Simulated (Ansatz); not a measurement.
# Calculations on Be

Part 1: Relaxation

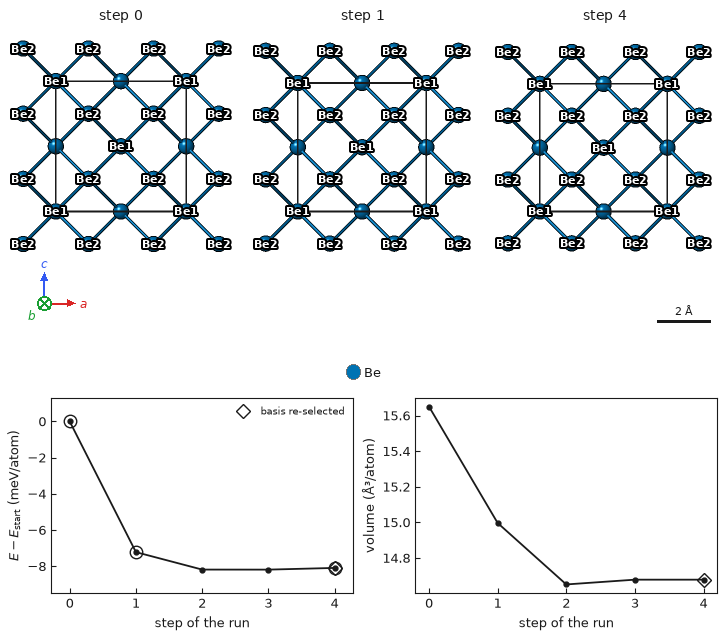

Frames of a relaxation of crystalline Be (a generated structure, set up in Fd-3m), marked on the history of the run. The picture is a ball-and-stick view of the conventional cell (4 times the calculation's cell), seen along the b axis. Lengths and directions refer to the drawn axes.

Computed with DFT, PBE, PAW with Ansatz's default frozen-core files, scalar-relativistic; changed: scf.initial_density.chi_scale = 0.0, scf.lower_state_search = "off", basis.ecutrho_ratio = 4 (Ansatz).

Input
```yaml
crystal:
  lattice:
    - [0.0, 2.5013484645, 2.5013484645]
    - [2.5013484645, 0.0, 2.5013484645]
    - [2.5013484645, 2.5013484645, 0.0]
  atoms:
    - { symbol: Be, position: [0.0, 0.0, 0.0] }
    - { symbol: Be, position: [0.25, 0.25, 0.25] }
kpoints:
  mp_grid: { grid: [13, 13, 13] }
scf:
  occupations: { method: fermi_dirac, width: 0.08 }
  initial_density: { chi_scale: 0.0 }
  lower_state_search: "off"
hamiltonian:
  xc: pbe
  pseudopotentials: { kind: paw }
output:
  forces: true
  stress: true
relax:
  f_tol: 0.005
  max_steps: 80
  cell: {}
basis:
  ecutrho_ratio: 4
```

Run as
```bash
ansatz run input.yaml --threads 1 --pin off --max-ram 2048MiB --backend cpu --events-out ev --progress --plain --runs-dir out
```

What happens along the run?

The energy falls by 8.1 meV per atom in 3 accepted moves (4 points after the start). All forces vanish by symmetry, so only the cell relaxes. Pressure: −2.53 GPa at the start and −0.01 GPa at the end. At 1 point the geometry stayed and the basis and grid were re-selected for the new cell (energy shift of 0.1 meV per atom at most each time). The atoms keep their places relative to the cell (all moves are under 0.005 Å). The drawn cell changes as follows: a = b = c 5.003 → 4.897 Å (−2.1 %); the volume changes by −6.2 %. Among the contacts that change: Be1–Be2 2.166 → 2.120 Å. The space group stays Fd-3m (No. 227). From step 0 to 1: volume −4.2 %, energy −7.2 meV per atom. From step 1 to 4: volume −2.1 %, energy −0.9 meV per atom.

| step | E − E(0), meV/atom | pressure, GPa | volume, Å³/atom | note |
| --- | --- | --- | --- | --- |
| 0 | 0.00 | -2.53 | 15.650 |  |
| 1 | -7.22 | -0.91 | 14.997 |  |
| 2 | -8.18 | 0.08 | 14.652 |  |
| 3 | -8.18 | 0.00 | 14.678 |  |
| 4 | -8.09 | -0.01 | 14.678 | same geometry, new basis |

Part 2: Relaxation

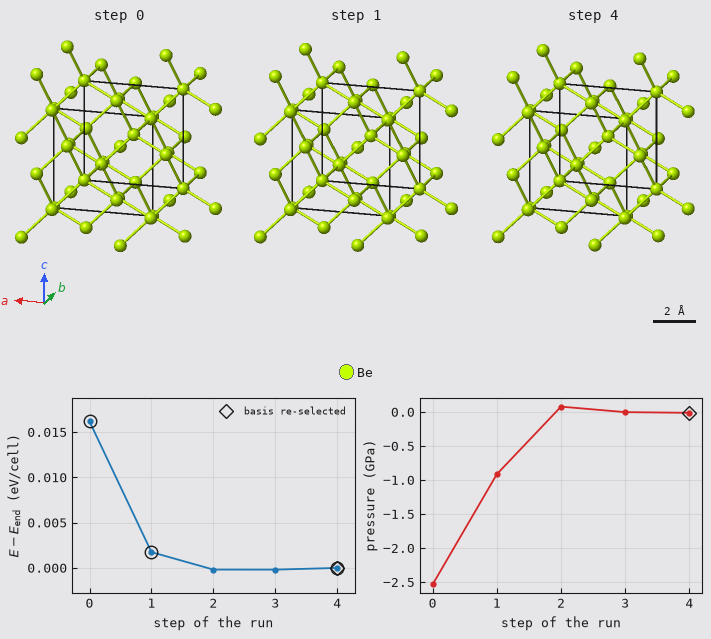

Frames of a relaxation of crystalline Be (a generated structure, set up in Fd-3m), marked on the history of the run. The picture is a ball-and-stick view of the conventional cell (4 times the calculation's cell), seen from a free direction. Lengths and directions refer to the drawn axes.

Case: cell and atoms relaxed from a first guess.

Theory: Ansatz, DFT, PBE, PAW with Ansatz's default frozen-core files, scalar-relativistic.

Input file:
```yaml
crystal:
  lattice:
    - [0.0, 2.5013484645, 2.5013484645]
    - [2.5013484645, 0.0, 2.5013484645]
    - [2.5013484645, 2.5013484645, 0.0]
  atoms:
    - { symbol: Be, position: [0.0, 0.0, 0.0] }
    - { symbol: Be, position: [0.25, 0.25, 0.25] }
kpoints:
  mp_grid: { grid: [13, 13, 13] }
scf:
  occupations: { method: fermi_dirac, width: 0.08 }
hamiltonian:
  xc: pbe
  pseudopotentials: { kind: paw }
output:
  forces: true
  stress: true
relax:
  f_tol: 0.005
  max_steps: 80
  cell: {}
```

Command:
```bash
ansatz run input.yaml --threads 1 --pin off --max-ram 2048MiB --backend cpu --events-out ev --progress --plain --runs-dir out
```

Question: What happens along the run?

Answer: After 3 accepted moves (4 points after the start) the energy has fallen by 16.2 meV per cell of the calculation. All forces vanish by symmetry, so only the cell relaxes. Pressure: −2.53 GPa at the start and −0.01 GPa at the end. The SCF was repeated once at an unchanged geometry on a basis and grid sized afresh for the cell, which shifted the energy by 0.2 meV per cell of the calculation at most. The atoms keep their places relative to the cell (all moves are under 0.005 Å). The drawn cell changes as follows: a = b = c 5.003 → 4.897 Å (−2.1 %); the volume changes by −6.2 %. Some distances before and after: Be1–Be2 2.166 → 2.120 Å. The space group stays Fd-3m (No. 227). From step 0 to 1: volume −4.2 %, energy −14.4 meV per cell of the calculation. From step 1 to 4: volume −2.1 %, energy −1.7 meV per cell of the calculation.

| step | E − E(0), meV/atom | pressure, GPa | volume, Å³/atom | note |
| --- | --- | --- | --- | --- |
| 0 | 0.00 | -2.53 | 15.650 |  |
| 1 | -7.22 | -0.91 | 14.997 |  |
| 2 | -8.18 | 0.08 | 14.652 |  |
| 3 | -8.18 | 0.00 | 14.678 |  |
| 4 | -8.09 | -0.01 | 14.678 | same geometry, new basis |

Part 3: A change

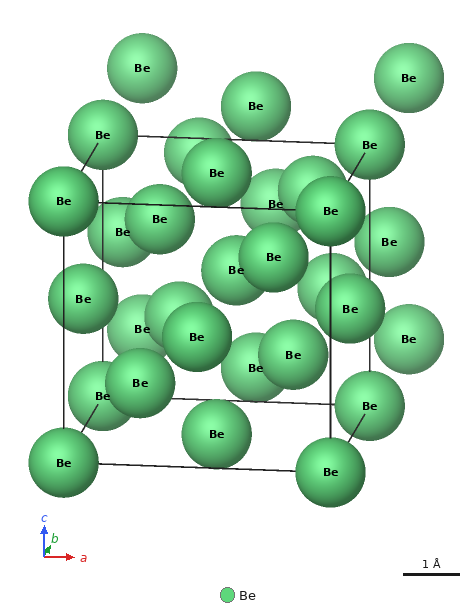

The starting point is a crystal of Be (a generated structure, set up in Fd-3m). The picture is a spheres-only view of the conventional cell (4 times the calculation's cell), repeated 1 × 2 × 1 with one cell outlined, seen from a free direction. Lengths and directions refer to the drawn axes.

Method: DFT, PBE, PAW with Ansatz's default frozen-core files, scalar-relativistic in Ansatz 0.2.0. (plane-wave cutoff 420 eV; k-point mesh 13 × 13 × 13; occupations fermi dirac; smearing width 0.08 eV; no spin polarisation)

The variant: All lengths are scaled by +0.7 % (volume +2.0 %), the atoms keeping their fractional coordinates. No relaxation follows.

### Predict the response.

The energy changes by less than 1 meV per atom. Pressure: 0.0 GPa before, −0.9 GPa after. All forces vanish by symmetry. Near-neighbour distances before and after: Be–Be 2.120 → 2.134 Å. The space group stays Fd-3m (No. 227).
